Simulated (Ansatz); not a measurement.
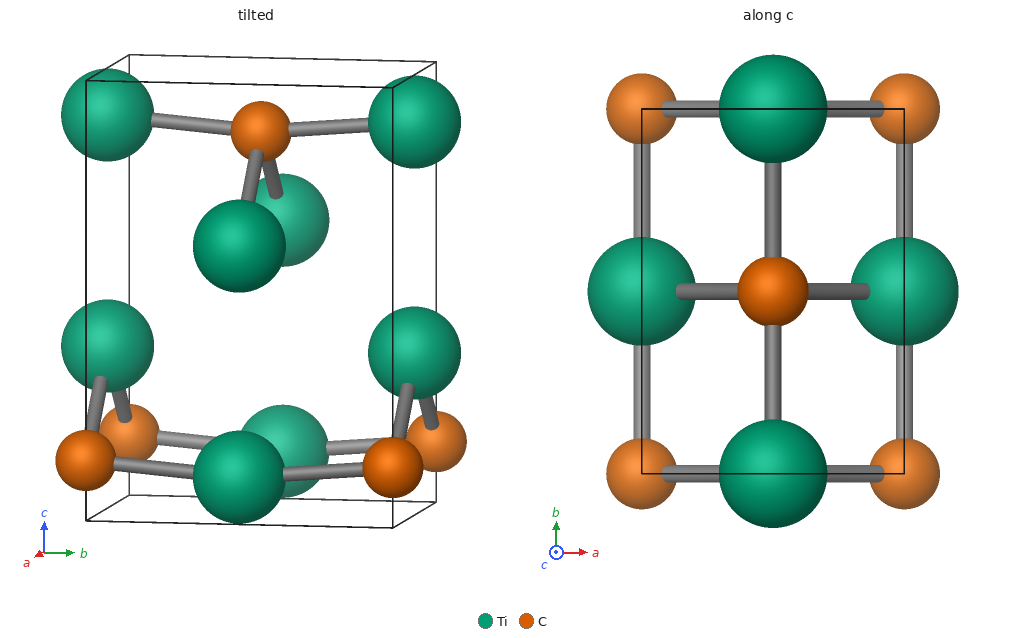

We look at a ball-and-stick model of the crystal slightly off an axis and along the c axis. The conventional unit cell is drawn as a box. Cell: a = 3.08 Å, b = 4.27 Å, c = 6.06 Å, α = 90.00°, β = 90.00°, γ = 90.00°.

The initial geometry was a structure type filled with these elements by a generator (whether the compound takes this form wasn't checked). Earlier steps of the study may have refined or changed the cell and positions. It went into a calculation with Ansatz.

Q: Characterise what is shown.

A: The solid is Ti2C. The lattice is primitive orthorhombic and the space group Pmmn (No. 59). One cell contains 4 Ti, 2 C, 6 atoms in all. Counting contacts within bonding distance, the coordination numbers are Ti 3 to 9 (mean 6.0) and C 6. Not all metal-metal contacts are counted.

Level of theory and settings: DFT r2SCAN, scalar-relativistic, plane waves, PAW (Ansatz), wavefunction cutoff 500 eV, the zone sampled with 12×10×6 points, Gaussian smearing of 0.1 eV, no spin polarisation.

Q: Does it come out as a metal, or with a gap?

A: A metal: bands cross the Fermi level.

Q: What does a Bader analysis give?

A: Ti +0.80 to +1.41 e; C -2.21 e.

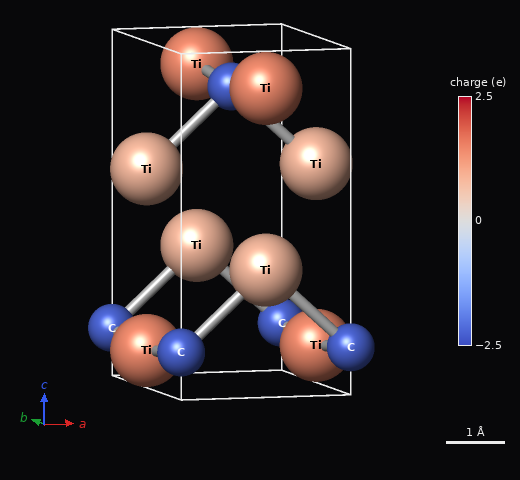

The atoms coloured by those charges. The run's cell of 6 atoms is drawn.

Q: Is the structure in equilibrium?

A: No. The largest force is 0.09 eV/Å, on Ti. The pressure is -1.1 GPa, so the cell would contract.
